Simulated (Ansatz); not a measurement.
Consider BeTe.

```yaml
crystal:
  lattice:
    - [5.66394, 0.00000, 0.00000]
    - [0.00000, 0.00000, -5.66394]
    - [0.00000, 5.66394, 0.00000]
  atoms:
    - { symbol: Be, position: [0.50000, 0.50000, 0.00000] }
    - { symbol: Be, position: [0.00000, 0.50000, 0.50000] }
    - { symbol: Be, position: [0.00000, 0.00000, 0.00000] }
    - { symbol: Be, position: [0.50000, 0.00000, 0.50000] }
    - { symbol: Te, position: [0.75000, 0.75000, 0.25000] }
    - { symbol: Te, position: [0.25000, 0.75000, 0.75000] }
    - { symbol: Te, position: [0.25000, 0.25000, 0.25000] }
    - { symbol: Te, position: [0.75000, 0.25000, 0.75000] }
```

Space group F-43m; a structure generated by program, which may or may not match a known phase.

All numbers below come from DFT HSE06, scalar-relativistic, plane waves, PAW (Ansatz).

### What will maps of the valence pseudo-density and electron localisation function show?

Be–Te (2.45 Å): ρ at the midpoint is about 0.5 e/Å³; the ELF peaks at about 0.90 between the atoms; localised, covalent bonding.

### Metal or insulator at this level of theory?

It is gapped, with a Kohn–Sham gap of 2.7 eV on the k-point mesh (the band edges may lie off the mesh, which would make the gap smaller).

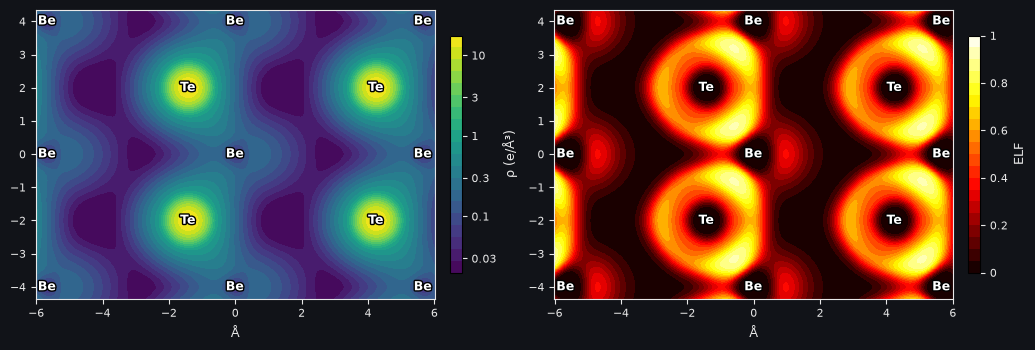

Computed valence pseudo-density and electron localisation function on the (011) plane of the conventional cell, in this order. 
